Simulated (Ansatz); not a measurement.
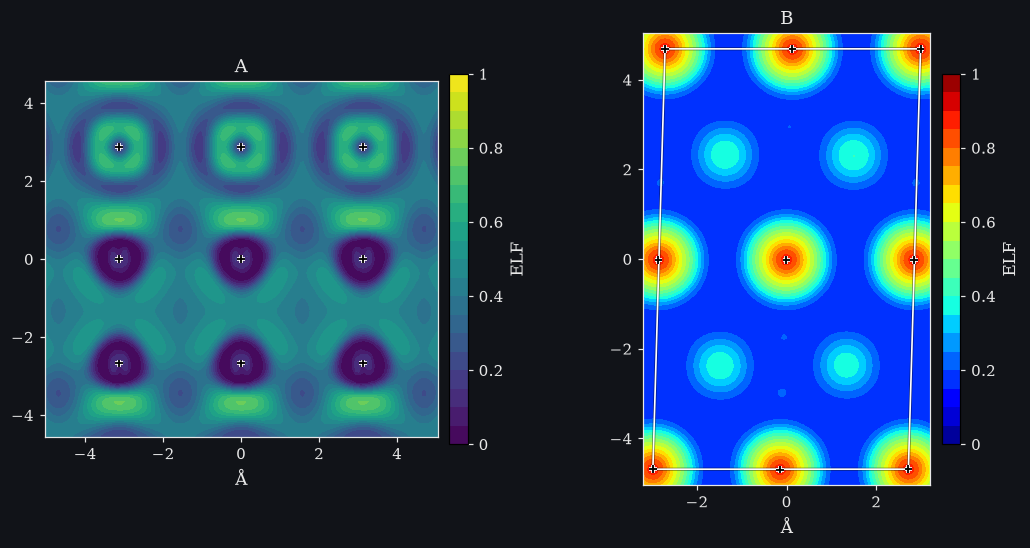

The ELF of 2 systems, each on a plane through atoms (crosses mark nuclei in the plane).

Computed with DFT PBEsol, scalar-relativistic, plane waves, PAW in Ansatz 0.2.0.

System 1: Ag, the (110) plane of the conventional cell. Space group P1.

```cif
data_structure
_symmetry_space_group_name_H-M 'P 1'
_symmetry_Int_Tables_number 1
_cell_length_a 5.4990
_cell_length_b 5.5192
_cell_length_c 5.6994
_cell_angle_alpha 106.727
_cell_angle_beta 103.863
_cell_angle_gamma 116.702
_cell_volume 133.53
loop_
_atom_site_label
_atom_site_type_symbol
_atom_site_fract_x
_atom_site_fract_y
_atom_site_fract_z
_atom_site_occupancy
Ag1 Ag 0.70991 0.95713 0.66886 1
Ag2 Ag 0.20791 0.45867 0.66673 1
Ag3 Ag 0.70755 0.95659 0.16665 1
Ag4 Ag 0.20407 0.45475 0.16553 1
Ag5 Ag 0.29415 0.04273 0.83204 1
Ag6 Ag 0.79121 0.54381 0.83550 1
Ag7 Ag 0.29419 0.04567 0.33552 1
Ag8 Ag 0.79100 0.54064 0.32917 1
```

System 2: Al₂Ru, the (010) plane of the conventional cell. Space group I4/mmm; a structure from a database of computed crystals, not necessarily the ambient phase; computed without spin polarisation.

```
Al Ru
1.0
     3.12478    0.00000    0.00000
     0.00000    3.12478    0.00000
     0.00000    0.00000    8.41254
Al Ru
4 2
Direct
  0.00000 0.00000 0.65893
  0.50000 0.50000 0.15893
  0.00000 0.00000 0.34107
  0.50000 0.50000 0.84107
  0.00000 0.00000 0.00000
  0.50000 0.50000 0.50000
```

Question: Which map belongs to which system?

Answer: Panel A is system 2, Al₂Ru: the plane holds Al and Ru. Al–Al (2.67 Å): the ELF is about 0.50 at the midpoint. Panel B is system 1, Ag: the plane holds Ag. Ag–Ag (2.85 Å): the ELF is about 0.15 at the midpoint (no shared electron pair shows on this line).
